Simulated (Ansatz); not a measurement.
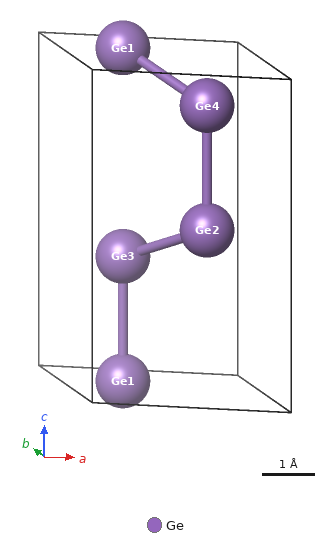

Fig. 1: The input geometry (ball-and-stick view of the cell of the calculation, seen slightly off an axis; atoms are numbered from 1 in the order of the input). An atom can appear more than once, as a periodic image. Near neighbours in the periodic cell (some may lie outside the picture): Ge has 4 Ge at 2.45 to 2.47 Å.

Run report: Ge, band-structure calculation (part 1 of 2)

- system: Ge (4 atoms in the cell)
- method: DFT, PBE0, plane waves, PAW, no spin polarisation (Ansatz 0.2.0)

The structure was built on a prototype by a generator. The geometry comes from this level: r2SCAN. Figures and captions count atoms from 1; the log counts them from 0 in places.

## The input
```yaml
crystal:
  lattice:
    - [3.9976151877, 0.0, 0.0]
    - [-1.9988075938, 3.4620363071, 0.0]
    - [0.0, 0.0, 6.5928194951]
  atoms:
    - { symbol: Ge, position: [0.3333333333, 0.6666666667, 0.0003695976] }
    - { symbol: Ge, position: [0.6666666667, 0.3333333333, 0.5003695976] }
    - { symbol: Ge, position: [0.3333333333, 0.6666666667, 0.3746304024] }
    - { symbol: Ge, position: [0.6666666667, 0.3333333333, 0.8746304024] }
kpoints:
  mp_grid: { grid: [6, 6, 4] }
  band_path:
    path:
      - [0.0, 0.0, 0.0]
      - [0.5, 0.0, 0.0]
      - [0.3333333333, 0.3333333333, 0.0]
      - [0.0, 0.0, 0.5]
      - [0.5, 0.0, 0.5]
      - [0.3333333333, 0.3333333333, 0.5]
      - [0.0, 0.0, 0.05]
      - [0.0, 0.0, 0.15]
    npoints: 1
hamiltonian:
  xc: pbe0
scf:
  occupations: { method: fixed }
  n_extra_bands: 5
output:
  forces: true
  stress: true
  eigenvalues: true
  write_density: true
  write_potential: true
  elf: true
  volumetric_format: npy
```

Run as:
```bash
ansatz run input.yaml --threads 2 --pin off --max-ram 2211MiB --backend cpu --events-out ev --progress --plain --runs-dir out
```

## Output
```
Warning: output.stress: scf.convergence.dr2_threshold = 1e-7 eV (the SCF's general default) is looser than the 4e-10 eV advised for a printed stress (1e-10 eV for each atom of the cell: 4). What an SCF threshold leaves in a stress goes as its square root, and in the free energy as the threshold itself, and one threshold admits the most on a small cell: of the crystals measured, under no hybrid functional and no lock of the moments, on runs that ended without the residual-converged pass, on stresses that held no estimate of that error, the worst erred by over 100 MPa in a component at 1e-7 eV an atom and by under 5 at 1e-10. Set scf.convergence.dr2_threshold to 4e-10 eV or tighter. The threshold is an SCF's pass mark: one that does not reach it within its budget of iterations ends unconverged, or closes short of it on a stop that the run arms, and scf.convergence.dr2_threshold's page says what that costs each kind of run
Warning: output.stress: scf.exx.energy_threshold = 1e-6 eV is looser than the 4e-8 eV advised for a stress under a hybrid functional (1e-8 eV for each atom of the cell: 4). Every SCF of the exchange loop can meet its threshold on dr2 while the loop round them stops early: no threshold on dr2 bounds what that leaves in the stress. Set scf.exx.energy_threshold to 4e-8 eV or tighter. The threshold is the loop's pass mark: a loop that does not reach it within its budget of cycles ends unconverged, and scf.exx.energy_threshold's page has the law
scf.n_extra_bands = 5 over 28 filled bands (N_el = 56.0): the run solves 33 bands
Engine: ansatz 0.2.0, aarch64-unknown-linux-gnu
Pseudopotentials: kind: paw
Pseudopotential: Ge, paw, valence charge 14, recommended cutoff 420 eV (normal), Ge.paw.azcp
Functional definition: PBE0
  parameter a = 0.25
  parameter kappa = 0.804
  parameter beta = 0.06672455060314922
  exchange = (1 - a)*pbe_x(kappa = kappa, mu = beta*pi^2/3) + a*exact_x
  correlation = pbe_c(beta = beta)
davidson cushion auto → on  (no smearing: the cushion is to keep the highest requested band from converging to the state above it; pin scf.eigensolver.cushion to override)
Crystal: 4 atoms, lattice volume = 91.244 Å³
Basis set: ecut = 420 eV, 1763 PW (Γ), exchange–correlation on 54×54×90 points (8 copies of the dense FFT grid, shifted against one another)
Bands: 33, of which v1, the nominal top of the filled ones, is band 28 counted from 1 (27 counted from 0)
Symmetry: 24 space group operations
Space group: P63/mmc (ITA 194), of the structure as read, at distance tolerance 4.5e-5 Å
k-points: 21 of 144
Non-local potential: Ge, projectors of the file, l = 0: 2, l = 1: 2, l = 2: 3, l = 3: 1
PAW form: soft (Blöchl's): semilocal exchange-correlation on the pseudo side does not see the compensation charge
PAW frozen core: Ge, regenerated for the run's functional, and the local potential with it (the file was generated under x = pbe(κ = 0.804, μ = 0.2195149727645171), c = pbe(β = 0.06672455060314922))
PAW one-centre angular grid: Ge, 590 points (default); XC on 64 Gauss nodes
Initial density: superposition of atomic densities (neutral atoms: chi_scale 0, normalization atom), corrected by the library's trained network
Initial wavefunctions: pseudopotential atomic-orbital guess
Functional: x = pbe(κ = 0.804, μ = 0.2195149727645171), c = pbe(β = 0.06672455060314922), warm-up for x = 0.75 pbe(κ = 0.804, μ = 0.2195149727645171) + 0.25 exact, c = pbe(β = 0.06672455060314922)
SCF iter   1: F=—  HF=-17179.788670 eV  |F-HF|=—  |Δ(HF+E_count)|=         —  Δρ=1.14e-3  dr2=1.05e-3  ethr=1.77e-3  ⟨swp⟩=6.1  Hψ=2712  notcnv=0
preconditioner: auto → none  [insulator: Δε(μ)=0.100 eV  Ē_g=22.139 eV  n_scr=22 (ndim 8)  ℏωp=29.1 eV  f_vac=0.072]
SCF iter   2: F=—  HF=-17179.789333 eV  |F-HF|=—  |Δ(HF+E_count)|=   6.63e-4  Δρ=4.89e-4  dr2=1.48e-4  ethr=1.87e-6  ⟨swp⟩=4.0  Hψ=2274  notcnv=0  defer=1
iter 3 solved again at ethr=1.59e-8 eV; its pass at ethr=2.64e-7 eV (dr2=8.93e-6 eV) is discarded
SCF iter   3: F=—  HF=-17179.789434 eV  |F-HF|=—  |Δ(HF+E_count)|=   1.02e-4  Δρ=1.38e-4  dr2=8.88e-6  ethr=1.59e-8  ⟨swp⟩=3.0  Hψ=3492  notcnv=0
SCF iter   4: F=-17179.789443 eV  HF=-17179.789442 eV  |F-HF|=3.95e-7  |Δ(HF+E_count)|=   7.89e-6  Δρ=2.28e-5  dr2=3.20e-7  ethr=1.59e-8  ⟨swp⟩=3.1  Hψ=2228  notcnv=0
SCF 1 stopped early in 4 iterations: F = -17179.789443 eV  dr2 = 3.20e-7
  greatest PAW one-centre occupation: 0.998 electrons in one spin orbital (limit 2), on the Ge atom at site 3 (counted from 0), in its partial waves of l = 2
Initial density: handed on by an earlier stage of this run
Initial wavefunctions: those handed on with the density
Functional: x = 0.75 pbe(κ = 0.804, μ = 0.2195149727645171) + 0.25 exact, c = pbe(β = 0.06672455060314922)
Frozen-core exchange: fock
SCF iter   1: F=—  HF=-17183.296774 eV  |F-HF|=—  |Δ(HF+E_count)|=         —  Δρ=1.20e-2  dr2=4.21e-2  ethr=5.71e-9  ⟨swp⟩=9.0  Hψ=4624  notcnv=0
preconditioner: auto → none  [insulator: Δε(μ)=0.150 eV  Ē_g=26.185 eV  n_scr=22 (ndim 8)  ℏωp=29.1 eV  f_vac=0.070]
SCF iter   2: F=—  HF=-17183.265519 eV  |F-HF|=—  |Δ(HF+E_count)|=   3.13e-2  Δρ=3.48e-3  dr2=6.85e-3  ethr=5.71e-9  ⟨swp⟩=5.5  Hψ=3563  notcnv=0
SCF iter   3: F=—  HF=-17183.301989 eV  |F-HF|=—  |Δ(HF+E_count)|=   3.65e-2  Δρ=3.02e-3  dr2=2.38e-3  ethr=5.71e-9  ⟨swp⟩=5.9  Hψ=3616  notcnv=0
SCF iter   4: F=—  HF=-17183.301610 eV  |F-HF|=—  |Δ(HF+E_count)|=   3.79e-4  Δρ=1.08e-3  dr2=4.13e-4  ethr=5.71e-9  ⟨swp⟩=4.0  Hψ=2854  notcnv=0
SCF iter   5: F=—  HF=-17183.301585 eV  |F-HF|=—  |Δ(HF+E_count)|=   2.47e-5  Δρ=1.22e-5  dr2=1.16e-4  ethr=5.71e-9  ⟨swp⟩=4.1  Hψ=2374  notcnv=0
SCF iter   6: F=—  HF=-17183.302340 eV  |F-HF|=—  |Δ(HF+E_count)|=   7.55e-4  Δρ=1.92e-4  dr2=1.81e-5  ethr=1.94e-10  ⟨swp⟩=6.0  Hψ=3249  notcnv=0  defer=2
SCF iter   7: F=-17183.302335 eV  HF=-17183.302335 eV  |F-HF|=2.26e-7  |Δ(HF+E_count)|=   5.19e-6  Δρ=1.04e-5  dr2=4.05e-6  ethr=1.94e-10  ⟨swp⟩=4.0  Hψ=2909  notcnv=0
SCF 2 stopped early in 7 iterations: F = -17183.302335 eV  dr2 = 4.05e-6
  Residual-converged pass: ⟨swp⟩=2.0  Hψ=1394  notcnv=0  max |occ|·‖R‖ = 6.4e-6 eV (tolerance 6.7e-6 eV)  dr2=4.05e-6  dr2_onsite=5.97e-8  max |Δocc| = 0.0e0
  greatest PAW one-centre occupation: 0.998 electrons in one spin orbital (limit 2), on the Ge atom at site 2 (counted from 0), in its partial waves of l = 2
hybrid outer 1: dexx = +4.315e-2 eV, tail = 1.90e-4 eV
Frozen-core exchange: fock
SCF iter   1: F=—  HF=-17183.303673 eV  |F-HF|=—  |Δ(HF+E_count)|=         —  Δρ=1.20e-4  dr2=8.70e-6  ethr=1.69e-6  ⟨swp⟩=3.0  Hψ=1583  notcnv=0
preconditioner: auto → none  [insulator: Δε(μ)=0.978 eV  Ē_g=26.002 eV  n_scr=22 (ndim 8)  ℏωp=29.1 eV  f_vac=0.070]
SCF iter   2: F=—  HF=-17183.303687 eV  |F-HF|=—  |Δ(HF+E_count)|=   1.48e-5  Δρ=2.37e-5  dr2=7.30e-7  ethr=9.79e-9  ⟨swp⟩=4.0  Hψ=2539  notcnv=0
SCF iter   3: F=—  HF=-17183.303689 eV  |F-HF|=—  |Δ(HF+E_count)|=   1.69e-6  Δρ=7.12e-6  dr2=2.94e-8  ethr=6.07e-10  ⟨swp⟩=3.6  Hψ=1738  notcnv=0
SCF iter   4: F=—  HF=-17183.303689 eV  |F-HF|=—  |Δ(HF+E_count)|=   7.38e-8  Δρ=2.96e-6  dr2=3.60e-9  ethr=3.26e-11  ⟨swp⟩=4.1  Hψ=2353  notcnv=0
SCF iter   5: F=—  HF=-17183.303689 eV  |F-HF|=—  |Δ(HF+E_count)|=   2.04e-9  Δρ=1.45e-6  dr2=2.61e-8  ethr=4.13e-12  ⟨swp⟩=3.0  Hψ=1634  notcnv=0
SCF iter   6: F=-17183.303689 eV  HF=-17183.303689 eV  |F-HF|=1.49e-10  |Δ(HF+E_count)|=   7.81e-8  Δρ=3.70e-7  dr2=4.83e-11  ethr=1.06e-12  ⟨swp⟩=4.2  Hψ=2286  notcnv=0  defer=6
SCF 3 converged in 6 iterations: F = -17183.303689 eV  dr2 = 4.83e-11
  Residual-converged pass: ⟨swp⟩=2.2  Hψ=1431  notcnv=0  max |occ|·‖R‖ = 2.4e-7 eV (tolerance 2.7e-7 eV)  dr2=4.67e-11  dr2_onsite=1.20e-10  max |Δocc| = 0.0e0
hybrid outer 2: dexx = +8.526e-6 eV, tail = 1.25e-7 eV, Δε = 8.48e-3 eV (about 3.12e-4 eV left of the loop's levels), ΔF = 3.07e-4 eV/Å (tail 1.30e-4)
Frozen-core exchange: fock
SCF iter   1: F=—  HF=-17183.303681 eV  |F-HF|=—  |Δ(HF+E_count)|=         —  Δρ=2.57e-6  dr2=2.72e-9  ethr=1.11e-9  ⟨swp⟩=3.0  Hψ=1578  notcnv=0
preconditioner: auto → none  [insulator: Δε(μ)=0.979 eV  Ē_g=26.000 eV  n_scr=22 (ndim 8)  ℏωp=29.1 eV  f_vac=0.070]
SCF iter   2: F=-17183.303681 eV  HF=-17183.303681 eV  |F-HF|=3.64e-12  |Δ(HF+E_count)|=   6.73e-8  Δρ=8.07e-7  dr2=1.87e-10  ethr=4.73e-12  ⟨swp⟩=4.0  Hψ=2420  notcnv=0
SCF 4 converged in 2 iterations: F = -17183.303681 eV  dr2 = 1.87e-10
  Residual-converged pass: ⟨swp⟩=3.0  Hψ=1733  notcnv=0  max |occ|·‖R‖ = 2.7e-7 eV (tolerance 2.7e-7 eV)  dr2=1.85e-10  dr2_onsite=3.41e-10  max |Δocc| = 0.0e0
```

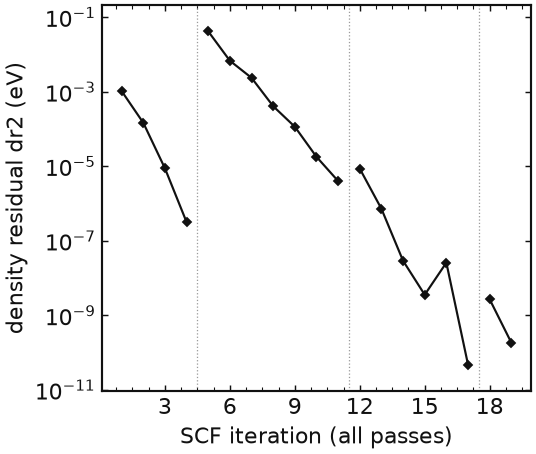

Fig. 2: Convergence of the self-consistent field: density residual dr2 against the SCF iteration. The run starts with a semilocal functional; after that each stretch between dotted lines is one SCF of the hybrid functional between two exact rebuilds of the exchange operator by the outer loop. Early passes are stopped at a loose threshold. The passes take 4, 7, 6 and 2 iterations.

```
hybrid outer 3: dexx = +9.896e-10 eV, tail = 1.92e-9 eV, Δε = 1.24e-4 eV (about 2.65e-5 eV left of the loop's levels), ΔF = 1.79e-5 eV/Å (tail 8.70e-5)
NSCF: frozen V_eff on 8 k-points
hybrid SCF converged: 3 outer / 15 inner (+4 warm-up), last move |dexx| = 9.90e-10 eV, tail = 1.92e-9 eV
Stability not checked: this state was not tested for a lower state beside it, because the functional holds exact exchange (a hybrid, or Hartree-Fock), whose exchange loop this test does not read (fock_operator; see scf.lower_state_search)
Free energy (F): -17183.303681 eV
Frozen-core exchange: fock
Harris-Foulkes:  -17183.303681 eV  (|F-HF|=3.64e-12)
Internal energy: -17183.303681 eV  (E = F + TS)
E sigma→0 (E₀):  -17183.303681 eV
Fermi energy:    8.041361 eV
--- Per-component energies (eV) ---
  E_band       = -776.029867
  E_kinetic    = 442.363628
  E_local      = -9927.930048  (includes V_loc(G=0)·N_el)
  E_nonlocal   = 1680.152975
  E_hartree    = 4365.112551
  E_xc         = -232.085753
  E_vxc        = -198.955373  (∫ρ·V_xc dr)
  E_exx        = -241.208216  (= α·E_x^exact, valence–valence)
  E_paw        = -7914.672066  (= ΣΔE_a)
  E_vpaw       = -1019.470044  (= ΣTr[D̂ρ^β])
  E_aug_tail   = 0.001426  (compensation charges beyond the density's cutoff)
  E_ewald      = -5353.425242
  E_core_change = -1.612935  (= ΣΔE_core)
  E_smearing   = -0.000000  (= −TS)
  E_closure    = -0.000000  (closes the sum)
  Σ components = -17183.303681   (vs F -17183.303681, Δ=-3.64e-12)
--- Forces (eV/Å), atoms counted from 1 ---
  atom   1  Ge    -0.00000000    -0.00000000    -0.00569163
  atom   2  Ge    -0.00000000     0.00000000    -0.00569163
  atom   3  Ge     0.00000000    -0.00000000     0.00569163
  atom   4  Ge    -0.00000000     0.00000000     0.00569163
  max |Σ_I F_I| component: 5.55e-17 eV/Å
--- Stress (GPa, compression-positive) ---
        0.210005       0.000000       0.000000
        0.000000       0.210005       0.000000
        0.000000       0.000000       0.108322
  P = ⅓ Tr σ = 0.1761 GPa (1.761 kbar)
--- Band table (eV; the first three rows and the last of 21) ---
  k-point 0: bands = ["-20.2261", "-20.2261", "-20.1902", "-20.1868", "-20.1868", "-20.1775", "-20.1614", "-20.1614", "-20.1085", "-20.1085", "-19.9833", "-19.9833", "-19.9738", "-19.9594", "-19.9535", "-19.9535", "-19.9317", "-19.9317", "-19.9058", "-19.9058", "-6.2849", "-3.9955", "-0.5405", "6.2672", "6.2672", "7.7746", "8.0414", "8.0414", "9.0207", "9.3009", "11.4485", "11.4485", "12.0102"]
  k-point 1: bands = ["-20.2218", "-20.2218", "-20.1959", "-20.1959", "-20.1878", "-20.1788", "-20.1514", "-20.1514", "-20.1161", "-20.1161", "-19.9777", "-19.9777", "-19.9724", "-19.9621", "-19.9569", "-19.9569", "-19.9278", "-19.9278", "-19.9095", "-19.9095", "-6.0765", "-4.5846", "0.4904", "5.3734", "6.4506", "6.4506", "7.6512", "7.6512", "9.2382", "10.5566", "11.8396", "11.8396", "12.5360"]
  k-point 2: bands = ["-20.2104", "-20.2104", "-20.2104", "-20.2104", "-20.1827", "-20.1827", "-20.1333", "-20.1333", "-20.1333", "-20.1333", "-19.9678", "-19.9678", "-19.9663", "-19.9663", "-19.9663", "-19.9663", "-19.9185", "-19.9185", "-19.9185", "-19.9185", "-5.4717", "-5.4717", "2.6776", "2.6776", "6.9644", "6.9644", "6.9644", "6.9644", "9.8604", "9.8604", "12.6361", "12.6361", "12.6361"]
  k-point 20: bands = ["-20.2414", "-20.2414", "-20.2215", "-20.2215", "-20.1540", "-20.1540", "-20.0880", "-20.0880", "-20.0622", "-20.0622", "-20.0457", "-20.0457", "-20.0105", "-20.0105", "-19.9804", "-19.9804", "-19.9102", "-19.9102", "-19.8812", "-19.8812", "-2.8126", "-2.8126", "-1.1206", "-1.1206", "3.1431", "3.1431", "5.6858", "5.6858", "10.4173", "10.4173", "13.3723", "13.3723", "15.3425"]
```
